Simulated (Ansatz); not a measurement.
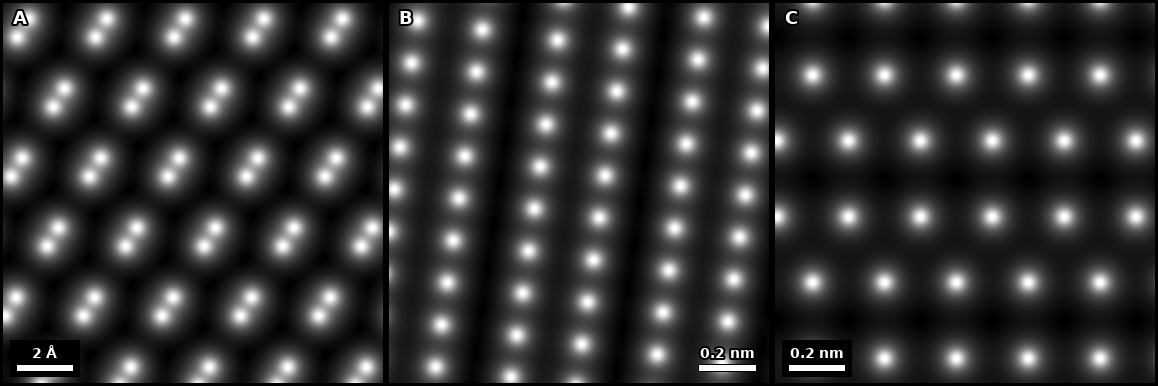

Three views of Ta (Fmmm, No. 69) along different zone axes. Computed as the sum of neutral-atom potentials (tabulated electron scattering factors, B = 0.8 Å²) projected along the beam and smoothed by 0.25 Å; brighter is more positive. The display is stretched by a gamma of 0.6; percentages refer to the linear signal. Atomic positions: the geometry relaxed with Ansatz 0.2.0, DFT r2SCAN, scalar-relativistic, plane waves, PAW; the starting structure was generated, so it need not be a known form of this composition.

```cif
data_structure
_symmetry_space_group_name_H-M 'Fmmm'
_symmetry_Int_Tables_number 69
_cell_length_a 3.0617
_cell_length_b 4.8288
_cell_length_c 10.1938
_cell_angle_alpha 90.000
_cell_angle_beta 90.000
_cell_angle_gamma 90.000
_cell_volume 150.71
loop_
_atom_site_label
_atom_site_type_symbol
_atom_site_symmetry_multiplicity
_atom_site_Wyckoff_symbol
_atom_site_fract_x
_atom_site_fract_y
_atom_site_fract_z
_atom_site_occupancy
Ta1 Ta 8 i 0.00000 0.00000 0.13429 1
```

Match the panels to the zone axes [010], [101] and [110].

Answer. A is [101]: projected cell 2.82 × 2.82 Å, 117°, plane group c2mm. B is [010]: projected cell 1.53 × 5.10 Å, 90°, plane group p2mm. C is [110]: projected cell 2.59 × 5.26 Å, 104°, plane group c2mm.
